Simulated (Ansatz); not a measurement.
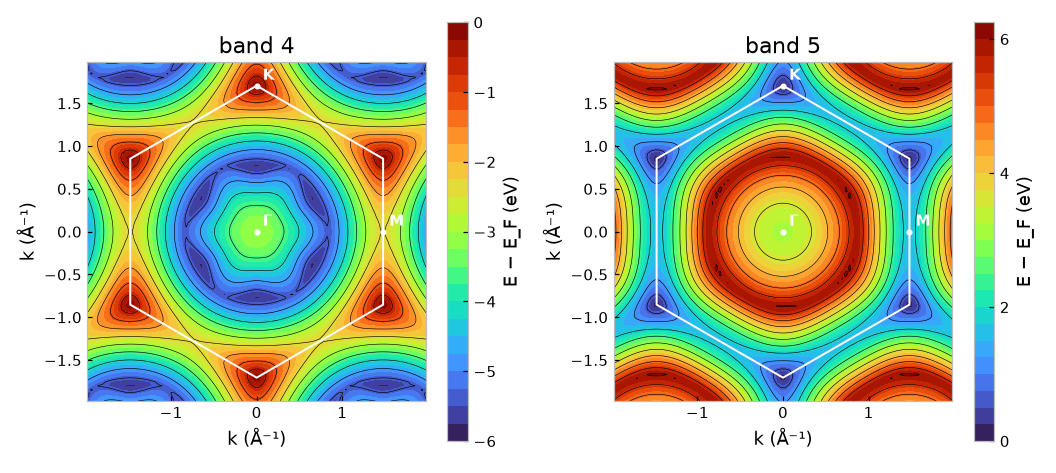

Two bands of one free-standing C layer cut from the bulk crystal (space group of the slab cell P6/mmm) over the plane of the sheet: the highest mostly filled and the lowest mostly empty one.

Computed with DFT PBE, scalar-relativistic, plane waves, PAW; levels and slopes on a dense k mesh at the converged density (Ansatz). No spin polarisation. k mesh for the levels: 72×72×1. Cell and positions as given, without relaxation. The cell comes from a database of computed structures, not from a measurement.

Q: Give both levels and their distance at the named points.

A:
```csv
point,lower band (eV),upper band (eV),distance (eV)
Γ,−3.04,3.19,6.23
K,0.00,0.00,0.00
M,−2.38,1.69,4.07
```

Q: Is there a gap?

A: No gap shows on this mesh: the two bands touch at K, at the Fermi level, so the Fermi surface shrinks to points.
